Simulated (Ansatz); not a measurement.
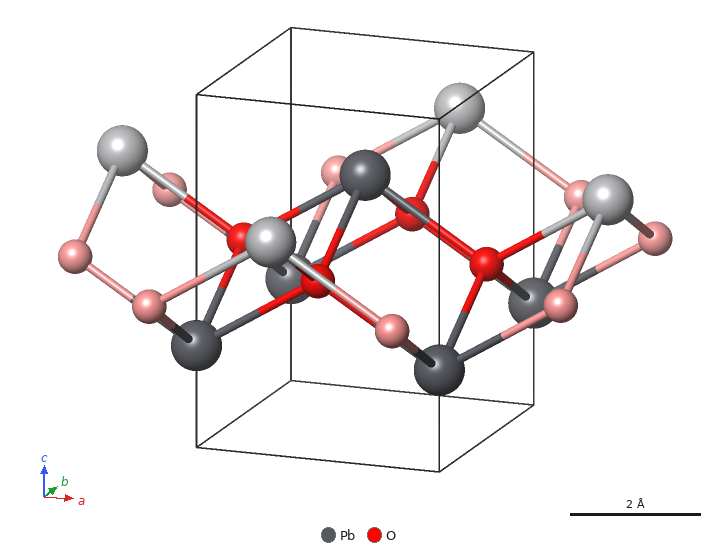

A ball-and-stick rendering, viewed slightly off an axis. The conventional unit cell is outlined; an atom on or near a face, edge or corner is repeated at each equivalent position. Atoms just outside the outline that bond to atoms inside are added, in fainter colours. Cell: a = 3.99 Å, b = 4.12 Å, c = 5.64 Å, α = 90.00°, β = 90.00°, γ = 90.00°.

Provenance: a structure type filled with these elements by a generator (whether the compound takes this form wasn't checked). Earlier steps of the study, as a rule a relaxation of our own, may have changed the cell and positions, so they can lie some per cent off the listed ones. It was the input of a calculation with Ansatz.

What is this?

The material is PbO. The space group is Pmmn (No. 59); the lattice is primitive orthorhombic. In the cell are 2 Pb, 2 O, which makes 2 formula units. About every Pb there are four O at about 2.3 Å. The O atoms are each bonded to four Pb in a distorted tetrahedral arrangement at about 2.3 Å. The bonds build PbO layers parallel to (001).

Results below were computed with Ansatz, DFT PBE, scalar-relativistic, plane waves, PAW; the settings were plane waves to 420 eV, k-point mesh 8×8×6, Gaussian smearing of 0.02 eV, no spin polarisation.

Classify it as metallic or gapped, with the value.

A semiconductor at this level, with a gap of 1.83 eV, indirect.

What does a Bader analysis give?

Pb +1.17 e; O -1.17 e.

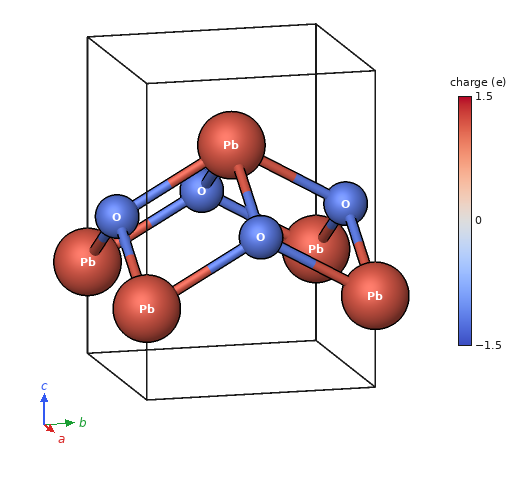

The atoms coloured by those charges. The run's cell of 4 atoms is drawn.

Is this the optimised geometry for these settings?

Yes. All forces vanish to within 0.01 eV/Å. The pressure is 0.0 GPa, close to zero.
